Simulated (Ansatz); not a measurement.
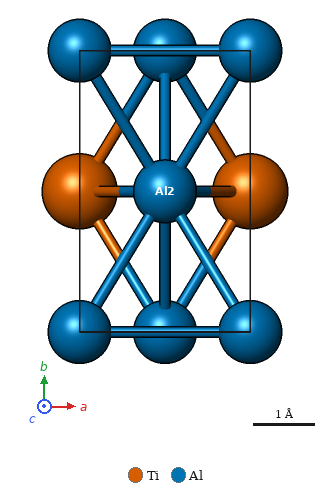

Figure 1. The structure as given in the input (ball-and-stick view of the cell of the calculation, along the c axis; atoms are numbered from 1 in the order of the input). An atom can appear more than once, as a periodic image.

# TiAl₃: one change and its effect

System: TiAl₃ (Pmm2, 4 atoms in the cell).
Method of run 1: DFT r2SCAN, scalar-relativistic, plane waves, PAW, no spin polarisation (Ansatz 0.2.0).

The structure derives from a Materials Project entry. Text and figures count atoms from 1; the logs count them from 0 in places.

## Input file, run 1
```yaml
crystal:
  lattice:
    - [2.839677, 0.0, 0.0]
    - [0.0, 4.681264, 0.0]
    - [0.0, 0.0, 4.900742]
  atoms:
    - { symbol: Ti, position: [0.0, 0.5, 0.165916] }
    - { symbol: Al, position: [0.5, 0.5, 0.667271] }
    - { symbol: Al, position: [0.5, 0.0, 0.330912] }
    - { symbol: Al, position: [0.0, 0.0, 0.8359] }
basis:
  ecutwfc: 500
kpoints:
  mp_grid: { grid: [14, 10, 10] }
hamiltonian:
  xc: r2scan
scf:
  occupations: { method: gaussian, width: 0.1 }
output:
  forces: true
  stress: true
  eigenvalues: true
relax:
  adjacent_minimum: "off"
  f_tol: 0.01
  max_steps: 60
  cell: { stress_tol: 0.05 }
```

Launched with:
```bash
ansatz run input.yaml --threads 1 --pin off --max-ram 2560MiB --backend cpu --events-out ev --progress --plain --runs-dir out
```

Hardware: 1 thread of Intel Xeon @ 2.50GHz (Skylake/Cascade Lake), 189 GiB of memory available, shared host.

## Output, shortened to warnings, some set-up lines, iterations and results (run 1)
```
Basis set: ecut = 500 eV, 1651 PW (Γ), exchange–correlation on 96×144×144 points (64 copies of the dense FFT grid, shifted against one another)
Symmetry: 4 space group operations
k-points: 288 of 1400 (time reversal used)
Initial density: superposition of atomic densities (neutral atoms: chi_scale 0, normalization atom), corrected by the library's trained network
[...]
SCF iter   1: F=—  HF=-4126.608883 eV  |F-HF|=—  |Δ(HF+E_count)|=         —  Δρ=1.09e-2  dr2=1.12e-1  dr2_τ=2.39e-2  ethr=1.77e-3  ⟨swp⟩=5.6  Hψ=25432  notcnv=0
SCF iter   2: F=—  HF=-4126.646897 eV  |F-HF|=—  |Δ(HF+E_count)|=   3.80e-2  Δρ=5.09e-3  dr2=2.82e-2  dr2_τ=2.90e-3  ethr=5.35e-4  ⟨swp⟩=2.9  Hψ=10786  notcnv=0  defer=31
SCF iter   3: F=—  HF=-4126.644688 eV  |F-HF|=—  |Δ(HF+E_count)|=   2.21e-3  Δρ=2.48e-3  dr2=5.22e-3  dr2_τ=8.72e-5  ethr=1.34e-4  ⟨swp⟩=2.0  Hψ=6031  notcnv=0  defer=31
SCF iter   4: F=—  HF=-4126.644050 eV  |F-HF|=—  |Δ(HF+E_count)|=   6.39e-4  Δρ=2.92e-4  dr2=6.96e-5  dr2_τ=5.62e-6  ethr=2.49e-5  ⟨swp⟩=2.5  Hψ=6044  notcnv=0  defer=31
SCF iter   5: F=—  HF=-4126.644041 eV  |F-HF|=—  |Δ(HF+E_count)|=   8.40e-6  Δρ=8.76e-5  dr2=5.34e-6  dr2_τ=3.40e-7  ethr=3.31e-7  ⟨swp⟩=2.3  Hψ=7107  notcnv=0  defer=31
[... 29 lines ...]
SCF iter   4: F=—  HF=-4126.659913 eV  |F-HF|=—  |Δ(HF+E_count)|=   2.18e-9  Δρ=7.62e-7  dr2=2.06e-10  dr2_τ=1.25e-10  ethr=1.05e-10  ⟨swp⟩=2.1  Hψ=5437  notcnv=0
SCF iter   5: F=—  HF=-4126.659913 eV  |F-HF|=—  |Δ(HF+E_count)|=  2.00e-10  Δρ=3.33e-7  dr2=7.98e-11  dr2_τ=3.09e-12  ethr=1.00e-12  ⟨swp⟩=4.0  Hψ=14214  notcnv=0
SCF iter   6: F=-4126.659913 eV  HF=-4126.659913 eV  |F-HF|=2.73e-12  |Δ(HF+E_count)|=  1.27e-11  Δρ=1.04e-7  dr2=7.94e-12  dr2_τ=1.71e-13  ethr=1.00e-12  ⟨swp⟩=3.6  Hψ=11816 …
SCF 5 converged in 6 iterations: F = -4126.659913 eV  dr2 = 7.94e-12
relax step   5: F+E_penalty+E_count = -4126.65991259 eV  Δ(F+E_penalty+E_count) = +2.057e-4 eV  max|allowed force component| = 3.258e-3 eV/Å  Δτ_max = 0.0000 Å  P = -0.005 …
basis re-selected at this cell: Δ(F+E_penalty+E_count) = +2.057e-4 eV, ΔP = -0.002 GPa vs the last step (what re-selecting the basis moved, of the pressure what is left beyond the Pulay correction that the steps carried, after the strain that the cell walked since its last selection, with what the …
SCF converged after 6 iterations
Free energy (F): -4126.659913 eV
Harris-Foulkes:  -4126.659913 eV  (|F-HF|=2.73e-12)
Internal energy: -4126.648285 eV  (E = F + TS)
E sigma→0 (E₀):  -4126.654099 eV
Entropy (-TS):   -0.011627 eV (-2.907 meV/atom)
Fermi energy:    9.589310 eV
--- Per-component energies (eV) ---
  E_band       = -168.085597
  E_kinetic    = 344.282666
  E_local      = -1284.479995  (includes V_loc(G=0)·N_el)
  E_nonlocal   = 37.311157
  E_hartree    = 570.558189
  E_xc         = -204.204077
  E_vxc        = -227.732355  (∫ρ·V_xc dr)
  E_paw        = -2476.858892  (= ΣΔE_a)
  E_vpaw       = -191.378714  (= ΣTr[D̂ρ^β])
  E_aug_tail   = 0.000091  (compensation charges beyond the density's cutoff)
  E_vtau       = 12.795257  (kinetic-family band-sum trace: ∫τ·v_τ [+ j·A + Jᵃ·Aᵃ] dr)
  E_ewald      = -1112.823643
  E_core_change = -0.433781  (= ΣΔE_core)
  E_smearing   = -0.011627  (= −TS)
  E_closure    = 0.000000  (closes the sum)
  Σ components = -4126.659913   (vs F -4126.659913, Δ=0.00e0)
--- Forces (eV/Å), atoms counted from 1 ---
  atom   1  Ti     0.00000000     0.00000000    -0.00326310
  atom   2  Al    -0.00000000     0.00000000     0.00270633
  atom   3  Al     0.00000000     0.00000000    -0.00008912
  atom   4  Al     0.00000000     0.00000000     0.00062682
  max |Σ_I F_I| component: 1.91e-5 eV/Å
--- Stress (GPa, compression-positive) ---
       -0.002684       0.000000       0.000000
        0.000000      -0.011767       0.000000
        0.000000       0.000000      -0.001340
  P = ⅓ Tr σ = -0.0053 GPa (-0.053 kbar)
--- Relaxed structure (4 steps of the walk, 4 accepted, 1 SCFs on fresh bases) ---
  F+E_penalty+E_count = -4126.65991259 eV   max|allowed force component| = 3.258e-3 eV/Å   (the final SCF, on the basis selected at the relaxed cell)
  cell:  # Å, volume = 63.8133 Å³
    - [2.7847227211920638, 0.0, 0.0]
    - [0.0, 4.674610692095513, 0.0]
    - [0.0, 0.0, 4.9021174422913525]
  atoms:
    - { symbol: Ti, position: [0.0, 0.5, 0.16381320103896937] }
[...]
```

The input of run 2 differs as follows (lines with − go, lines with + come):
```diff
-  ecutwfc: 500
+  ecutwfc: 350
```

How does run 2 compare with run 1?

The free energy of run 2 is 7.8 meV per atom higher, which measures how much it depends on this numerical setting. More plane waves can only lower the energy of a fixed Hamiltonian, so the higher cutoff gives the lower value. The SCF takes 41 iterations over all geometry steps against 29.

## Output, shortened to warnings, some set-up lines, iterations and results (run 2)
```
Warning: basis.ecutwfc = 350 eV is below the records' recommended 500 eV, and the density's cutoff is lower with it unless basis.ecutrho_ratio is high enough to keep the records' density cutoff: compare with a run at a higher cutoff
Basis set: ecut = 350 eV, 977 PW (Γ), exchange–correlation on 72×120×120 points (64 copies of the dense FFT grid, shifted against one another)
Symmetry: 4 space group operations
k-points: 288 of 1400 (time reversal used)
Initial density: superposition of atomic densities (neutral atoms: chi_scale 0, normalization atom), corrected by the library's trained network
[...]
SCF iter   1: F=—  HF=-4126.578148 eV  |F-HF|=—  |Δ(HF+E_count)|=         —  Δρ=1.09e-2  dr2=1.11e-1  dr2_τ=2.43e-2  ethr=1.77e-3  ⟨swp⟩=5.6  Hψ=25171  notcnv=0
SCF iter   2: F=—  HF=-4126.614915 eV  |F-HF|=—  |Δ(HF+E_count)|=   3.68e-2  Δρ=5.14e-3  dr2=2.90e-2  dr2_τ=2.84e-3  ethr=5.27e-4  ⟨swp⟩=2.8  Hψ=10773  notcnv=0  defer=31
SCF iter   3: F=—  HF=-4126.612802 eV  |F-HF|=—  |Δ(HF+E_count)|=   2.11e-3  Δρ=2.48e-3  dr2=5.25e-3  dr2_τ=8.73e-5  ethr=1.38e-4  ⟨swp⟩=2.0  Hψ=5934  notcnv=0  defer=31
SCF iter   4: F=—  HF=-4126.612196 eV  |F-HF|=—  |Δ(HF+E_count)|=   6.05e-4  Δρ=2.99e-4  dr2=6.66e-5  dr2_τ=6.38e-6  ethr=2.50e-5  ⟨swp⟩=2.5  Hψ=6097  notcnv=0  defer=31
SCF iter   5: F=—  HF=-4126.612186 eV  |F-HF|=—  |Δ(HF+E_count)|=   1.02e-5  Δρ=8.58e-5  dr2=4.79e-6  dr2_τ=3.91e-7  ethr=3.17e-7  ⟨swp⟩=2.3  Hψ=7128  notcnv=0  defer=31
[... 45 lines ...]
SCF iter   4: F=—  HF=-4126.628612 eV  |F-HF|=—  |Δ(HF+E_count)|=  3.77e-10  Δρ=1.11e-6  dr2=1.21e-9  dr2_τ=7.66e-11  ethr=2.32e-11  ⟨swp⟩=2.2  Hψ=5773  notcnv=0
SCF iter   5: F=—  HF=-4126.628612 eV  |F-HF|=—  |Δ(HF+E_count)|=  1.44e-10  Δρ=4.82e-7  dr2=2.52e-10  dr2_τ=3.38e-12  ethr=5.77e-12  ⟨swp⟩=1.1  Hψ=4388  notcnv=0
SCF iter   6: F=-4126.628612 eV  HF=-4126.628612 eV  |F-HF|=2.00e-11  |Δ(HF+E_count)|=  3.00e-11  Δρ=1.34e-7  dr2=2.08e-11  dr2_τ=1.89e-13  ethr=1.00e-12  ⟨swp⟩=2.8  Hψ=13409 …
SCF 7 converged in 6 iterations: F = -4126.628612 eV  dr2 = 2.08e-11
relax step   7: F+E_penalty+E_count = -4126.62861246 eV  Δ(F+E_penalty+E_count) = +2.602e-4 eV  max|allowed force component| = 1.189e-3 eV/Å  Δτ_max = 0.0000 Å  P = -0.003 …
basis re-selected at this cell: Δ(F+E_penalty+E_count) = +2.602e-4 eV, ΔP = -0.003 GPa vs the last step (what re-selecting the basis moved, of the pressure what is left beyond the Pulay correction that the steps carried, after the strain that the cell walked since its last selection, with what the …
SCF converged after 6 iterations
Free energy (F): -4126.628612 eV
Harris-Foulkes:  -4126.628612 eV  (|F-HF|=2.00e-11)
Internal energy: -4126.616982 eV  (E = F + TS)
E sigma→0 (E₀):  -4126.622797 eV
Entropy (-TS):   -0.011631 eV (-2.908 meV/atom)
Fermi energy:    9.599346 eV
--- Per-component energies (eV) ---
  E_band       = -167.912797
  E_kinetic    = 344.352519
  E_local      = -1284.123422  (includes V_loc(G=0)·N_el)
  E_nonlocal   = 37.400931
  E_hartree    = 570.480949
  E_xc         = -204.217972
  E_vxc        = -227.768968  (∫ρ·V_xc dr)
  E_paw        = -2476.929550  (= ΣΔE_a)
  E_vpaw       = -191.536756  (= ΣTr[D̂ρ^β])
  E_aug_tail   = 0.000491  (compensation charges beyond the density's cutoff)
  E_vtau       = 12.800703  (kinetic-family band-sum trace: ∫τ·v_τ [+ j·A + Jᵃ·Aᵃ] dr)
  E_ewald      = -1113.147148
  E_core_change = -0.433781  (= ΣΔE_core)
  E_smearing   = -0.011631  (= −TS)
  E_closure    = 0.000000  (closes the sum)
  Σ components = -4126.628612   (vs F -4126.628612, Δ=0.00e0)
--- Forces (eV/Å), atoms counted from 1 ---
  atom   1  Ti     0.00000000     0.00000000     0.00121787
  atom   2  Al     0.00000000     0.00000000    -0.00102086
  atom   3  Al     0.00000000     0.00000000     0.00029496
  atom   4  Al     0.00000000     0.00000000    -0.00037492
  max |Σ_I F_I| component: 1.17e-4 eV/Å
--- Stress (GPa, compression-positive) ---
       -0.005008       0.000000       0.000000
        0.000000      -0.003768       0.000000
        0.000000       0.000000       0.000947
  P = ⅓ Tr σ = -0.0026 GPa (-0.026 kbar)
--- Relaxed structure (5 steps of the walk, 5 accepted, 2 SCFs on fresh bases) ---
  F+E_penalty+E_count = -4126.62861246 eV   max|allowed force component| = 1.189e-3 eV/Å   (the final SCF, on the basis selected at the relaxed cell)
  cell:  # Å, volume = 63.7662 Å³
    - [2.7845129053044593, 0.0, 0.0]
    - [0.0, 4.673003840199151, 0.0]
    - [0.0, 0.0, 4.900550961048999]
  atoms:
    - { symbol: Ti, position: [0.0, 0.5, 0.16373917773700056] }
[...]
```

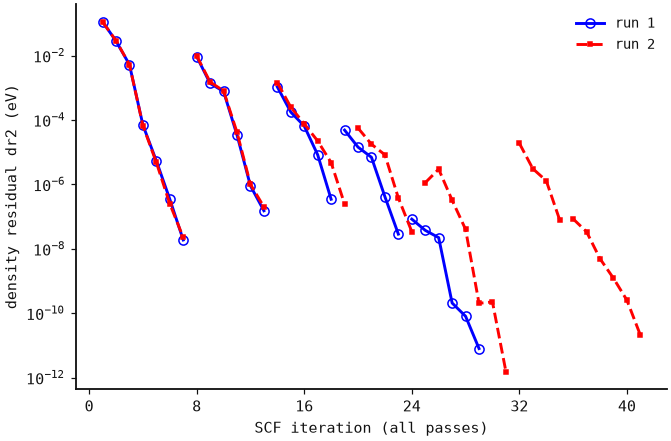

Figure 2. Convergence of the two runs: density residual dr2 against the SCF iteration. A break in a curve parts two SCF passes. Run 1 takes 29 iterations in all, and run 2 takes 41.

## The two runs side by side

```csv
quantity,run 1,run 2
outcome,converged,converged
free energy per atom (eV),−1031.6650,−1031.6572
"energy per atom, smearing taken to zero (eV)",−1031.6635,−1031.6557
gap on the mesh (eV),0.00,0.00
pressure (GPa),−0.01,0.00
volume per atom (Å³),15.95,15.94
largest force (eV/Å),0.003,0.001
SCF iterations,29,41
irreducible k-points,288,288
wall time (shared host),9.1 min,7.4 min
```

For run 2: Warnings: the cutoff is below the recommended one.
